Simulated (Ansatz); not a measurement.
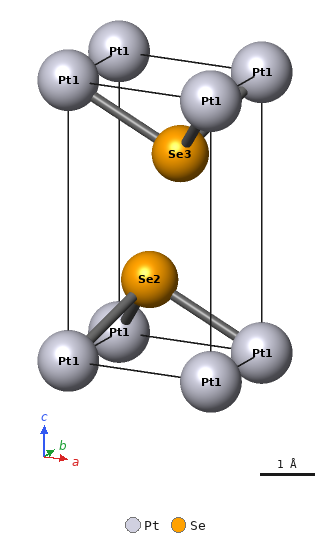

The structure (ball-and-stick view of the cell of the calculation, seen slightly off an axis; atoms are numbered from 1 in the order of the input).

Single-point calculation, with input and output: PtSe₂

- system: PtSe₂ (P-3m1, 3 atoms in the cell)
- method: DFT, PBE, plane waves, PAW, no spin polarisation (Ansatz 0.2.0)

The structure was built on a prototype by a generator. The geometry comes from this level: r2scan-rvv10. Figures and captions count atoms from 1; the log counts them from 0 in places.

## Log
```
scf.n_extra_bands = 4 over 25 filled bands (N_el = 50.0): the run solves 29 bands
Engine: ansatz 0.2.0, x86_64-unknown-linux-gnu
Pseudopotentials: kind: paw
Pseudopotential: Pt, paw, valence charge 18, recommended cutoff 420 eV (normal), Pt.paw.azcp
Pseudopotential: Se, paw, valence charge 16, recommended cutoff 420 eV (normal), Se.paw.azcp
Functional definition: PBE
  parameter kappa = 0.804
  parameter beta = 0.06672455060314922
  exchange = pbe_x(kappa = kappa, mu = beta*pi^2/3)
  correlation = pbe_c(beta = beta)
Crystal: 3 atoms, lattice volume = 63.538 Å³
Basis set: ecut = 420 eV, 1241 PW (Γ), exchange–correlation on 50×50×72 points (8 copies of the dense FFT grid, shifted against one another)
Bands: 29, of which v1, the nominal top of the filled ones, is band 25 counted from 1 (24 counted from 0)
Symmetry: 12 space group operations
Space group: P-3m1 (ITA 164), of the structure as read, at distance tolerance 4.0e-5 Å
k-points: 24 of 144
Non-local potential: Pt, projectors of the file, l = 0: 3, l = 1: 2, l = 2: 2, l = 3: 1
Non-local potential: Se, projectors of the file, l = 0: 2, l = 1: 2, l = 2: 3, l = 3: 1
PAW form: soft (Blöchl's): semilocal exchange-correlation on the pseudo side does not see the compensation charge
PAW one-centre angular grid: Pt, 590 points (default); XC on 64 Gauss nodes
PAW one-centre angular grid: Se, 590 points (default); XC on 64 Gauss nodes
Initial density: superposition of atomic densities (neutral atoms: chi_scale 0, normalization atom), corrected by the library's trained network
Initial wavefunctions: pseudopotential atomic-orbital guess
Functional: x = pbe(κ = 0.804, μ = 0.2195149727645171), c = pbe(β = 0.06672455060314922)
SCF iter   1: F=—  HF=-23462.313337 eV  |F-HF|=—  |Δ(HF+E_count)|=         —  Δρ=3.02e-3  dr2=4.22e-3  ethr=1.77e-3  ⟨swp⟩=6.4  Hψ=2679  notcnv=0
preconditioner: auto → LDOS  [insulator: Δε(μ)=0.217 eV  Ē_g=9.145 eV  σ=0.020 eV  W_gap=0.77  n_scr=22 (ndim 8)  ℏωp=21.9 eV  f_vac=0.051  D(μ)=0.55/eV (n_scr^D=2)  ε∞_Penn≈6.7  β→1.0]
SCF iter   2: F=—  HF=-23462.315449 eV  |F-HF|=—  |Δ(HF+E_count)|=   2.11e-3  Δρ=1.51e-3  dr2=2.19e-3  ethr=8.44e-6  ⟨swp⟩=2.0  Hψ=1248  notcnv=0
SCF iter   3: F=—  HF=-23462.315044 eV  |F-HF|=—  |Δ(HF+E_count)|=   4.05e-4  Δρ=3.25e-4  dr2=7.67e-5  ethr=4.39e-6  ⟨swp⟩=2.0  Hψ=1001  notcnv=0
SCF iter   4: F=—  HF=-23462.315002 eV  |F-HF|=—  |Δ(HF+E_count)|=   4.18e-5  Δρ=3.85e-5  dr2=8.54e-7  ethr=1.53e-7  ⟨swp⟩=2.2  Hψ=1024  notcnv=0
SCF iter   5: F=—  HF=-23462.315003 eV  |F-HF|=—  |Δ(HF+E_count)|=   7.31e-7  Δρ=1.15e-5  dr2=1.51e-7  ethr=1.71e-9  ⟨swp⟩=2.0  Hψ=989  notcnv=0
SCF iter   6: F=-23462.315003 eV  HF=-23462.315003 eV  |F-HF|=6.75e-9  |Δ(HF+E_count)|=   2.21e-9  Δρ=3.59e-6  dr2=7.01e-9  ethr=2.00e-10  ⟨swp⟩=8.5  Hψ=4451  notcnv=0
SCF 1 converged in 6 iterations: F = -23462.315003 eV  dr2 = 7.01e-9
  greatest PAW one-centre occupation: 1.000 electrons in one spin orbital (limit 2), on the Pt atom at site 0 (counted from 0), in its partial waves of l = 0
```

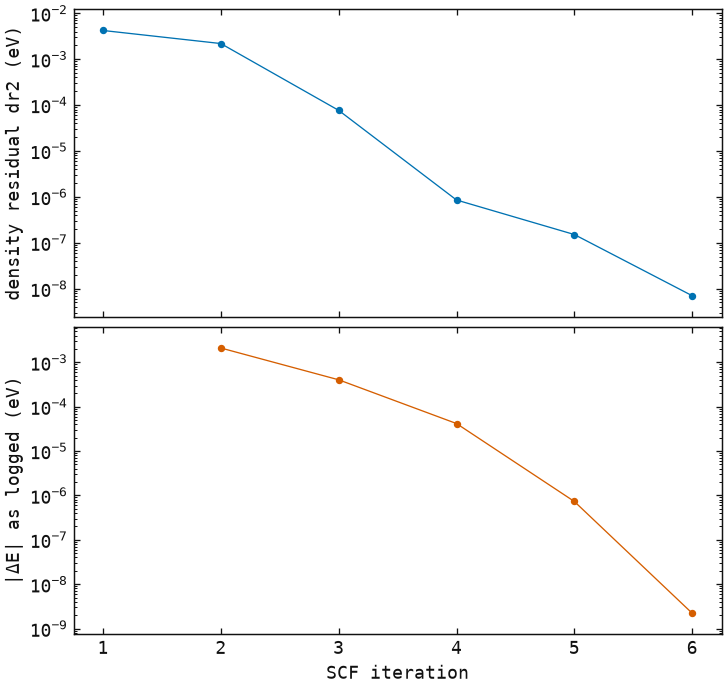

Convergence of the self-consistent field: density residual dr2 and size of the energy change against the SCF iteration. The residual falls at every step.

```
SCF converged after 6 iterations
Free energy (F): -23462.315003 eV
Harris-Foulkes:  -23462.315003 eV  (|F-HF|=6.75e-9)
Internal energy: -23462.314286 eV  (E = F + TS)
E sigma→0 (E₀):  -23462.314644 eV
Entropy (-TS):   -0.000717 eV (-0.239 meV/atom)
Fermi energy:    12.503988 eV
--- Per-component energies (eV) ---
  E_band       = -994.525812
  E_kinetic    = 874.468845
  E_local      = -7041.728565  (includes V_loc(G=0)·N_el)
  E_nonlocal   = -990.557616
  E_hartree    = 3258.132489
  E_xc         = -470.532309
  E_vxc        = -499.697803  (∫ρ·V_xc dr)
  E_paw        = -13277.870459  (= ΣΔE_a)
  E_vpaw       = 146.727036  (= ΣTr[D̂ρ^β])
  E_aug_tail   = -0.000945  (compensation charges beyond the density's cutoff)
  E_ewald      = -5814.225727
  E_smearing   = -0.000717  (= −TS)
  E_closure    = -0.000000  (closes the sum)
  Σ components = -23462.315003   (vs F -23462.315003, Δ=0.00e0)
--- Forces (eV/Å), atoms counted from 1 ---
  atom   1  Pt     0.00000000     0.00000000     0.00000000
  atom   2  Se     0.00000000    -0.00000000     0.16996057
  atom   3  Se    -0.00000000     0.00000000    -0.16996057
  max |Σ_I F_I| component: 1.16e-18 eV/Å
--- Stress (GPa, compression-positive) ---
        4.374629      -0.000000      -0.000000
       -0.000000       4.374629       0.000000
       -0.000000       0.000000       2.590660
  P = ⅓ Tr σ = 3.7800 GPa (37.800 kbar)
--- Band table (eV; the first three rows and the last of 24) ---
  k-point 0: bands = ["-86.9811", "-41.2167", "-41.2167", "-41.1494", "-35.9907", "-35.9907", "-35.9888", "-35.9888", "-35.9735", "-35.9735", "-35.9697", "-35.9697", "-35.9642", "-35.9638", "-2.9333", "-0.4588", "5.5236", "6.2514", "6.2514", "8.5796", "8.5796", "9.8962", "11.4749", "11.4749", "12.6735", "14.0154", "14.0154", "16.3408", "16.5093"]
  k-point 1: bands = ["-86.9811", "-41.2167", "-41.2167", "-41.1494", "-35.9907", "-35.9907", "-35.9888", "-35.9888", "-35.9731", "-35.9731", "-35.9700", "-35.9700", "-35.9642", "-35.9638", "-2.7503", "-0.8532", "6.1748", "6.2701", "6.2701", "8.5693", "8.5693", "9.8445", "11.2966", "11.2966", "11.5846", "14.3383", "14.3383", "16.7100", "17.6228"]
  k-point 2: bands = ["-86.9811", "-41.2167", "-41.2167", "-41.1495", "-35.9906", "-35.9906", "-35.9889", "-35.9889", "-35.9727", "-35.9727", "-35.9705", "-35.9705", "-35.9642", "-35.9638", "-2.4793", "-1.3103", "6.2890", "6.2890", "7.0074", "8.5599", "8.5599", "9.6133", "10.6915", "11.1401", "11.1401", "14.6647", "14.6647", "17.2521", "18.5804"]
  k-point 23: bands = ["-86.9809", "-41.2238", "-41.2238", "-41.1487", "-35.9902", "-35.9898", "-35.9898", "-35.9887", "-35.9727", "-35.9714", "-35.9714", "-35.9711", "-35.9636", "-35.9636", "-1.0346", "-1.0346", "6.2819", "6.2819", "6.3098", "8.0339", "8.0339", "8.5191", "8.9151", "10.0835", "10.0835", "14.2604", "14.2604", "18.7922", "19.5021"]
```

## File rho_z.tsv
```
# z_ang	rho[e/angstrom^3]
# format = ansatz-planar-average/11
# lattice	3.728650386	0.000000000	0.000000000
# lattice	-1.864325193	3.229105956	0.000000000
# lattice	0.000000000	0.000000000	5.277156405
# sites	3
# site	78	0.000000000	0.000000000	0.000000000
# site	34	0.000000000	2.152737304	1.299335664
# site	34	1.864325193	1.076368652	3.977820741
0.000000	1.398017e0
0.146588	1.329189e0
0.293175	1.155419e0
0.439763	9.383242e-1
0.586351	7.456181e-1
0.732938	6.595153e-1
0.879526	7.664751e-1
1.026114	1.102648e0
1.172701	1.518287e0
1.319289	1.657710e0
1.465877	1.352399e0
1.612464	8.642916e-1
1.759052	4.953356e-1
1.905640	2.968169e-1
2.052227	1.991607e-1
2.198815	1.451581e-1
2.345403	1.096492e-1
2.491991	8.871622e-2
2.638578	8.203484e-2
2.785166	8.871622e-2
2.931754	1.096492e-1
3.078341	1.451581e-1
3.224929	1.991607e-1
3.371517	2.968169e-1
3.518104	4.953356e-1
3.664692	8.642916e-1
3.811280	1.352399e0
3.957867	1.657710e0
4.104455	1.518287e0
4.251043	1.102648e0
4.397630	7.664751e-1
4.544218	6.595153e-1
4.690806	7.456181e-1
4.837393	9.383242e-1
4.983981	1.155419e0
5.130569	1.329189e0
```

## File v_z.tsv
```
# z_ang	v_es[eV]	v_tot[eV]
# format = ansatz-planar-average/11
# xc	pbe
# density_cutoff_ev	1680
# datasets	Pt=:simpson_from_first_knot:soft	Se=:simpson_from_first_knot:soft
# lattice	3.728650386	0.000000000	0.000000000
# lattice	-1.864325193	3.229105956	0.000000000
# lattice	0.000000000	0.000000000	5.277156405
# sites	3
# site	78	0.000000000	0.000000000	0.000000000
# site	34	0.000000000	2.152737304	1.299335664
# site	34	1.864325193	1.076368652	3.977820741
0.000000	-9.627407e-1	-1.456938e1
0.146588	-6.253870e-1	-1.415668e1
0.293175	2.725074e-1	-1.303965e1
0.439763	1.405570e0	-1.158209e1
0.586351	2.803612e0	-9.798784e0
0.732938	4.581805e0	-7.666121e0
0.879526	6.291031e0	-5.714713e0
1.026114	7.424222e0	-4.415464e0
1.172701	8.081018e0	-3.572617e0
1.319289	8.542342e0	-2.809114e0
1.465877	8.926586e0	-1.951843e0
1.612464	9.343564e0	-9.059544e-1
1.759052	9.903182e0	3.629775e-1
1.905640	1.079021e1	1.950674e0
2.052227	1.214337e1	3.969224e0
2.198815	1.368473e1	6.136402e0
2.345403	1.479346e1	7.761054e0
2.491991	1.532464e1	8.615278e0
2.638578	1.548738e1	8.882711e0
2.785166	1.532464e1	8.615278e0
2.931754	1.479346e1	7.761054e0
3.078341	1.368473e1	6.136402e0
3.224929	1.214337e1	3.969224e0
3.371517	1.079021e1	1.950674e0
3.518104	9.903182e0	3.629775e-1
3.664692	9.343564e0	-9.059544e-1
3.811280	8.926586e0	-1.951843e0
3.957867	8.542342e0	-2.809114e0
4.104455	8.081018e0	-3.572617e0
4.251043	7.424222e0	-4.415464e0
4.397630	6.291031e0	-5.714713e0
4.544218	4.581805e0	-7.666121e0
4.690806	2.803612e0	-9.798784e0
4.837393	1.405570e0	-1.158209e1
4.983981	2.725074e-1	-1.303965e1
5.130569	-6.253870e-1	-1.415668e1
```

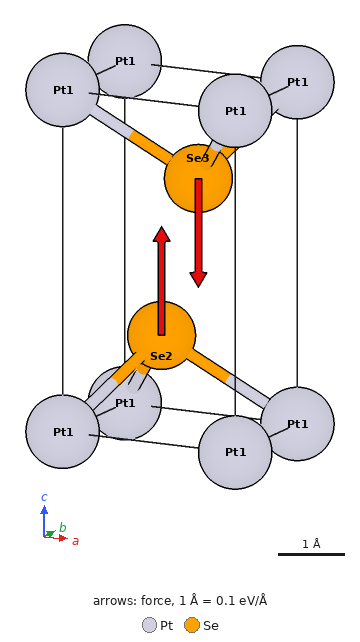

Forces on the atoms as red arrows (ball-and-stick view of the cell of the calculation, seen slightly off an axis; atoms are numbered from 1 in the order of the input). The largest act on Se2, Se3 (0.17 eV/Å). The geometry is not a stationary point of this energy.

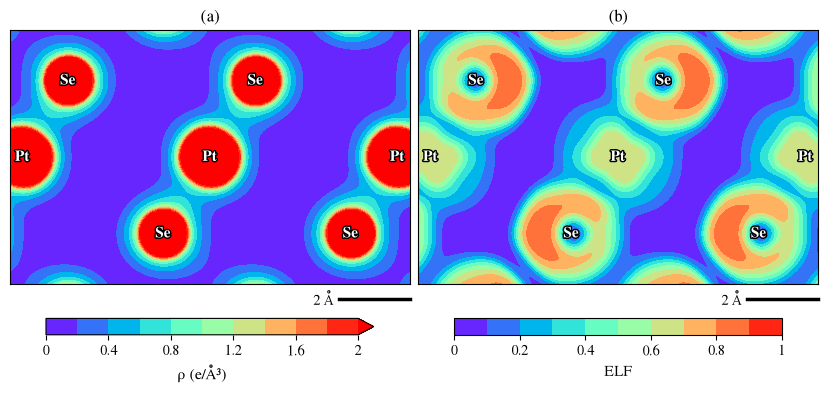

(a) valence electron density; (b) electron localisation function on the (110) plane of the conventional cell. The section cuts through Pt and Se sites. Pt–Se (2.51 Å): ρ at the midpoint is about 0.58 e/Å³; the ELF is about 0.50 at the midpoint. Away from the nuclei the density in this plane falls to 0.02 e/Å³ at its lowest. The strong features right at Pt lie inside the PAW spheres (semicore, d or f shells) and say nothing about bonding. In a PAW calculation such maps are meaningful between the atoms, not at the nuclei.

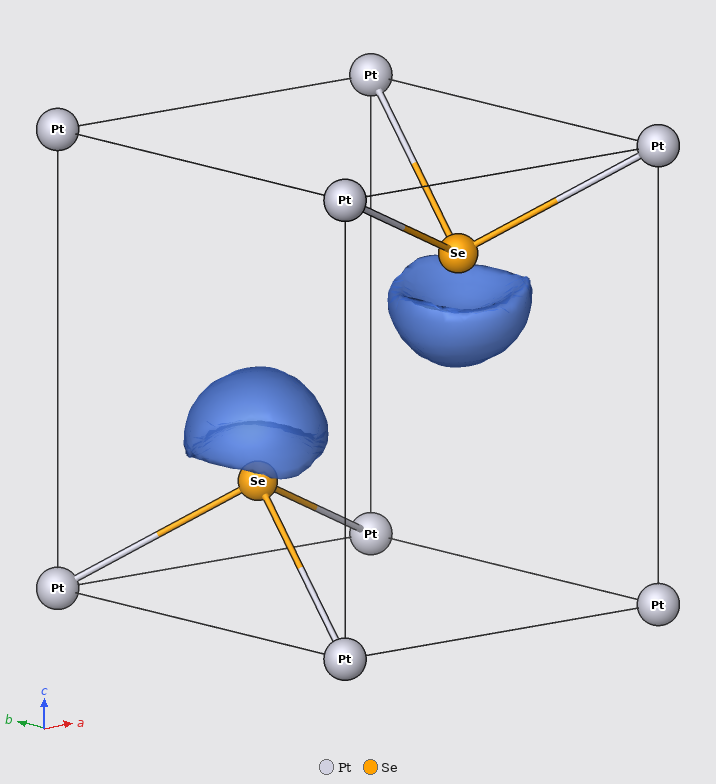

Isosurface of the ELF at 0.8 (blue), seen at an oblique angle. Core shells and regions of very low density are left out. Sticks mark near contacts. The outline is the cell set on symmetry axes. Along the contacts the grid gives the following. Pt–Se (2.51 Å): the ELF is about 0.50 at the midpoint.

This output came from the following input.

## Input
```yaml
crystal:
  lattice:
    - [3.7286503858, 0.0, 0.0]
    - [-1.8643251929, 3.229105956, 0.0]
    - [0.0, 0.0, 5.2771564047]
  atoms:
    - { symbol: Pt, position: [0.0, 0.0, 0.0] }
    - { symbol: Se, position: [0.3333333333, 0.6666666667, 0.2462189036] }
    - { symbol: Se, position: [0.6666666667, 0.3333333333, 0.7537810964] }
kpoints:
  mp_grid: { grid: [6, 6, 4] }
hamiltonian:
  xc: pbe
scf:
  occupations: { method: fermi_dirac, width: 0.02 }
  n_extra_bands: 4
output:
  forces: true
  stress: true
  eigenvalues: true
  write_density: true
  write_potential: true
  elf: true
  volumetric_format: npy
```

Run as:
```bash
ansatz run input.yaml --threads 4 --pin off --max-ram 3686MiB --backend cpu --events-out ev --progress --plain --runs-dir out
```

## Key numbers

| quantity | value |
| --- | --- |
| outcome | converged |
| space group (tolerance 0.01 Å) | P-3m1 (164) |
| electrons treated | 50 |
| free energy | −23462.3150 eV |
| Fermi energy | 12.504 eV |
| band gap | none (metallic) |
| pressure | 3.78 GPa |
| largest force (length of the vector) | 0.170 eV/Å |
| hardware | 4 threads of an x86-64 CPU, shared host |
| wall time | 8.2 s (CPU time 8.6 s) |
| peak memory | 0.4 GiB |

## Notes

Spin–orbit coupling is left out, which matters for Pt.
